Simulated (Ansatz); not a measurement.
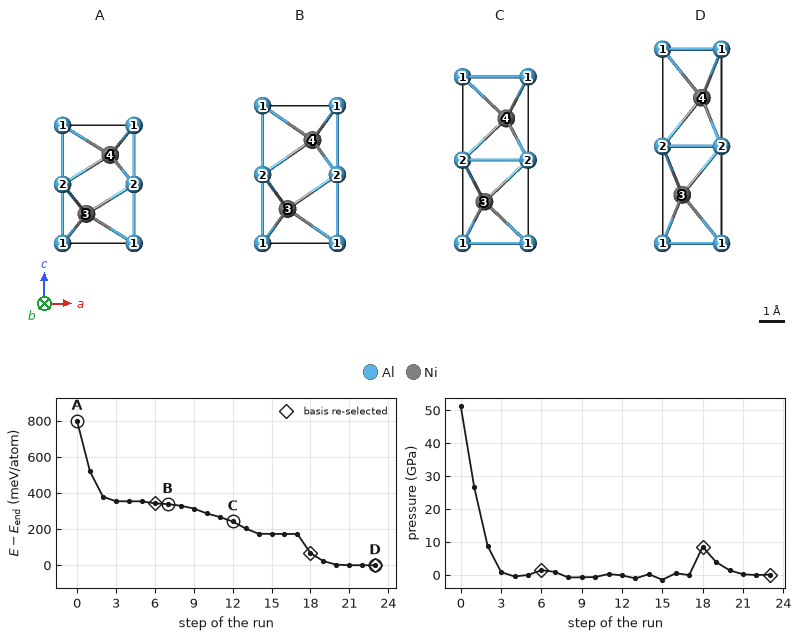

Frames of a relaxation of crystalline AlNi (built on the nickel arsenide_194 type) (coarse preliminary run), marked on the history of the run. The picture is a ball-and-stick view of the cell of the calculation, seen along the b axis.

Case: nickel arsenide type (P6_3/mmc, No. 194).

Level of theory: Ansatz, DFT PBE, scalar-relativistic, plane waves, PAW. Set-up: plane-wave cutoff 420 eV; k-point mesh 6 × 6 × 4; occupations gaussian; smearing width 0.1 eV; no spin polarisation; cell and atoms relaxed; force threshold 0.04 eV/Å; at most 70 steps.

> Describe the path.

No atom moves by more than 0.005 Å relative to the cell. The volume changes by +11.7 %, with a = b 3.312 → 2.728 Å (−17.6 %), c 4.732 → 7.790 Å (+64.6 %). Near-neighbour distances that change, for instance: Al1–Al2 2.366 → 3.895 Å, Ni3–Ni3 3.312 → 2.728 Å, Al1–Al1 3.312 → 2.728 Å, Al1–Ni3 2.249 → 2.505 Å. Bonds break: Al1–Al2 (2.37 → 3.89 Å). Among the angles between lasting bonds that change: Al1–Ni3–Al2 63.5° → 102.1°, Ni3–Al1–Ni3 94.9° → 66.0°, Ni3–Al1–Ni4 85.1° → 114.0°. The space group stays P6_3/mmc (No. 194). The energy falls by 801 meV per atom in 20 accepted moves (23 points after the start). All forces vanish by symmetry, so only the cell relaxes. The pressure goes from 51.24 to 0.14 GPa. The SCF was repeated 3 times at an unchanged geometry on a basis and grid sized afresh for the cell, which shifted the energy by 106 meV per atom at most. From step 0 to 7: volume +27.8 %, energy −461 meV per atom. From step 7 to 12: volume −7.3 %, energy −96.3 meV per atom. From step 12 to 23: volume −5.8 %, energy −243 meV per atom.

```csv
step,"E − E(0), meV/atom","pressure, GPa","volume, Å³/atom",note
0,0.00,51.24,11.239,
1,-280.49,26.71,12.336,
2,-420.52,8.82,13.551,
3,-445.46,0.91,14.222,
4,-445.80,-0.41,14.387,
5,-445.87,0.03,14.339,
6,-457.00,1.50,14.339,"same geometry, new basis"
7,-461.30,0.98,14.368,
8,-470.27,-0.73,14.486,
9,-485.79,-0.67,14.294,
10,-512.65,-0.59,14.035,
11,-532.62,0.32,13.653,
12,-557.61,-0.08,13.323,
13,-596.18,-0.99,12.867,
14,-625.53,0.28,12.252,
15,-626.31,-1.43,12.229,
16,-626.75,0.57,12.137,
17,-626.81,0.00,12.175,
18,-732.38,8.60,12.175,"same geometry, new basis"
19,-777.25,3.97,12.395,
20,-796.67,1.47,12.487,
21,-799.83,0.25,12.541,
22,-799.89,0.02,12.553,
23,-800.63,0.14,12.553,"same geometry, new basis"
```
